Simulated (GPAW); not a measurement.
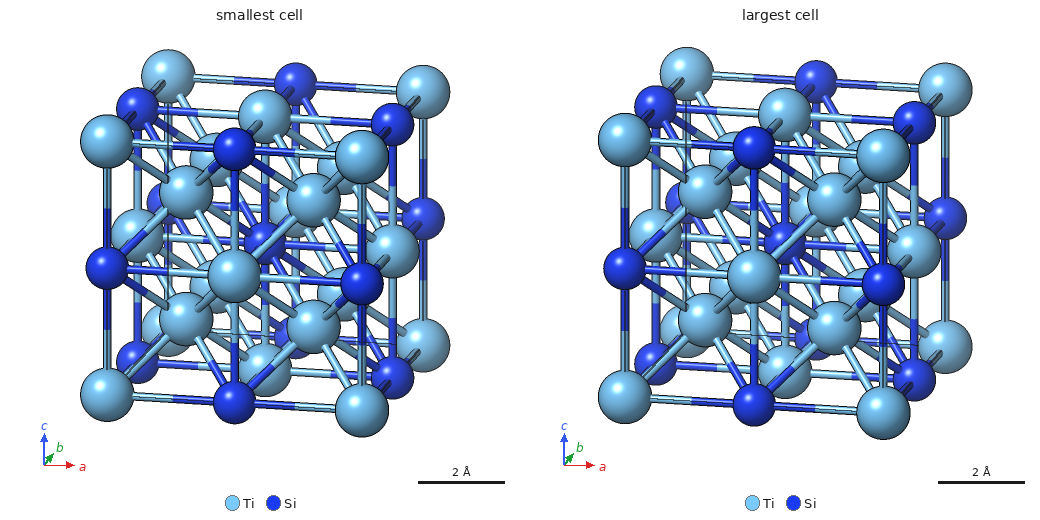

Ti₃Si, D0₃ (BiF₃ or Fe₃Al type), space group Fm-3m (No. 225), relaxed (cell and atoms, zero pressure) with five choices of dispersion term on top of PBEsol; the smallest and the largest of the relaxed conventional cells are drawn to one scale (sticks follow a distance rule). The start was a structure listed in the Materials Project. It needn't be the stable form of this composition.

Alike in all runs: GPAW 26.7.0; functional PBEsol; potentials PAW data sets generated in the run's folder for this functional; cutoff 600 eV; k mesh 7 × 7 × 7 on the run's cell of 4 atoms; occupations fermi-dirac, width 0.05 eV; no spin polarisation; no spin-orbit coupling. All runs are metallic.

```tsv
level	volume (Å³/atom)	a (Å)
D4	14.79	6.185
none	14.94	6.206
D3(BJ)-ATM	?	?
D3(BJ)	14.31	6.117
D3	14.47	6.140
```

What does D3(BJ)-ATM give?

Answer. Volume 14.44 Å³/atom; a 6.136 Å. That is between D3(BJ) and D3 in volume.

Order the levels by the relaxed volume, smallest first.

Answer. D3(BJ) (14.31 Å³/atom), D3(BJ)-ATM (14.44 Å³/atom), D3 (14.47 Å³/atom), D4 (14.79 Å³/atom), none (14.94 Å³/atom). Rows within a few tenths of a per cent can't be told apart.

Caveat: later steps reuse the first step's grids; pairwise dispersion terms can overbind metals strongly.
